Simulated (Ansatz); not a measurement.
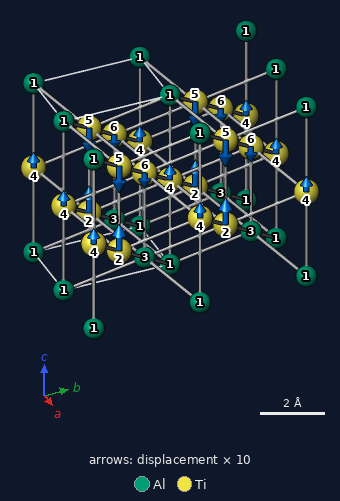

This is a relaxation of solid Ti$_{2}$Al (set up in P-3m1). The starting structure is drawn; blue arrows show the displacements (the part carried along by the change of the cell is left out), 10 times their true length.

Style: ball-and-stick. Shown: the cell of the calculation, repeated 2 × 2 × 1 with one cell outlined, slightly off an axis.

Case: superlattice of 2 and 4 planes along [1 1 1].

Method: DFT PBEsol, scalar-relativistic, plane waves, PAW (Ansatz). Set-up: plane-wave cutoff 420 eV; k-point mesh 9 × 9 × 6; occupations gaussian; smearing width 0.1 eV; no spin polarisation; cell and atoms relaxed; force threshold 0.01 eV/Å; at most 45 steps.

Question: Atoms of which element are displaced furthest, and by how much?

Answer: Titanium: up to 0.091 Å, against 0.001 Å for aluminium.

Question: What did the optimiser do to the structure, and how much energy did it gain?

Answer: The energy falls by 23.0 meV per atom in 5 accepted moves (7 points after the start). Largest force component: 0.92 eV/Å at the start, 0.0037 eV/Å at the end. The pressure goes from −3.11 to −0.01 GPa. At 2 points the geometry stayed and the basis and grid were re-selected for the new cell (energy shift of 0.1 meV per atom at most each time). The largest moves relative to the cell, 0.091 Å, are those of Ti2 and Ti5. Ti2 goes along +c. By element the largest moves are Ti 0.091 Å, Al 0.001 Å. The volume changes by −2.2 %, with a = b 4.541 → 4.492 Å (−1.1 %), c 5.562 → 5.559 Å (−0.1 %). Among the contacts that change: Ti2–Ti5 2.781 → 2.598 Å, Ti2–Ti5 (another image) 2.781 → 2.960 Å, Ti2–Ti6 3.211 → 3.106 Å, Ti4–Ti6 2.781 → 2.720 Å. The space group stays P-3m1 (No. 164).
